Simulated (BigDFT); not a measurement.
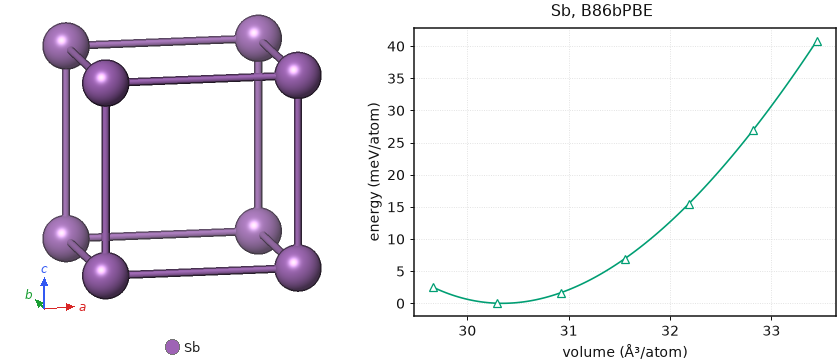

The plot gives the computed energy against volume for Sb, space group Pm-3m (No. 221). The conventional cell is drawn beside the plot.

Structure:
```cif
data_structure
_symmetry_space_group_name_H-M 'P 1'
_symmetry_Int_Tables_number 1
_cell_length_a 3.1600
_cell_length_b 3.1600
_cell_length_c 3.1600
_cell_angle_alpha 90.000
_cell_angle_beta 90.000
_cell_angle_gamma 90.000
_cell_volume 31.55
loop_
_atom_site_label
_atom_site_type_symbol
_atom_site_fract_x
_atom_site_fract_y
_atom_site_fract_z
_atom_site_occupancy
Sb1 Sb 0.00000 0.00000 0.00000 1
```

Calculation (BigDFT 1.9.6): DFT in wavelets with pseudopotentials, collinear spins; energies at scaled volumes of the given cell, shape and fractions fixed, counted from the fit's minimum, third-order Birch-Murnaghan fit. Level: B86bPBE, collinear spin.

k mesh 3×3×3; occupations Methfessel–Paxton; smearing width 0.1 eV; potentials GTH PBE; program settings supercell 1,0,0,0,1,0,0,0,1, grid points 14,14,14.

From this curve and the settings, what does the calculation give for the pressure at the same points?

The pressure falls from 1.20 GPa at volume 29.66 Å³/atom to −3.84 GPa at 33.45 Å³/atom, and changes sign near 30.35 Å³/atom.

```csv
volume (Å³/atom),pressure (GPa)
29.66,1.20
30.29,0.09
30.92,-0.90
31.55,-1.77
32.19,-2.55
32.82,-3.23
33.45,-3.84
```

Note: coarse mesh; potentials made for another functional.
